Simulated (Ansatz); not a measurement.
Consider SiNi3.

Input file:

```
crystal:
  lattice:
    - [3.542, 0.0, 0.0]
    - [0.0, 3.542, 0.0]
    - [0.0, 0.0, 3.542]
  atoms:
    - { symbol: Si, position: [0.0, 0.0, 0.0] }
    - { symbol: Ni, position: [0.0, 0.5, 0.5] }
    - { symbol: Ni, position: [0.5, 0.0, 0.5] }
    - { symbol: Ni, position: [0.5, 0.5, 0.0] }
kpoints:
  mp_grid: { grid: [7, 7, 7] }
scf:
  occupations: { method: fermi_dirac, width: 0.05 }
  lower_state_search: "off"
hamiltonian:
  xc: pbe
  pseudopotentials: { kind: paw }
output:
  forces: true
  stress: true
  eigenvalues: true
  write_density: true
  write_potential: true
  elf: true
  volumetric_format: npy
```

Launched as:

```sh
ansatz run input.yaml --threads 2 --pin off --max-ram 6144MiB --backend cpu --events-out ev --progress --plain --runs-dir out
```

Below, planes, directions and counts refer to the conventional cell (a = 3.54 Å, b = 3.54 Å, c = 3.54 Å, α = 90.00°, β = 90.00°, γ = 90.00°).

Space group Pm-3m; computed pressure about −6 GPa in this cell; computed without spin polarisation.

These are results of DFT, PBE, PAW with Ansatz's default frozen-core files, scalar-relativistic (Ansatz 0.2.0), not measurements.

### What can the converged valence pseudo-density and electron localisation function tell about the bonding?

Si–Ni (2.50 Å): the density is about 0.35 e/Å³ at the midpoint; the ELF peaks at about 0.65 in the valence shell of Si, 0.9 Å from its nucleus, and is about 0.40 at the midpoint.

### Metal or insulator at this level of theory?

It is metallic or semimetallic at this level of theory: no gap opens.

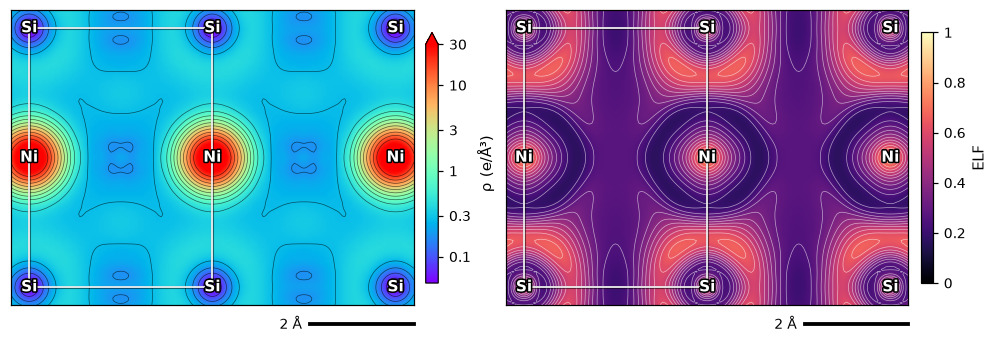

Computed valence pseudo-density and electron localisation function on the (101) plane of the conventional cell, in this order. 

Core electrons are frozen (PAW), and the valence fields are smoothed inside the atomic spheres.
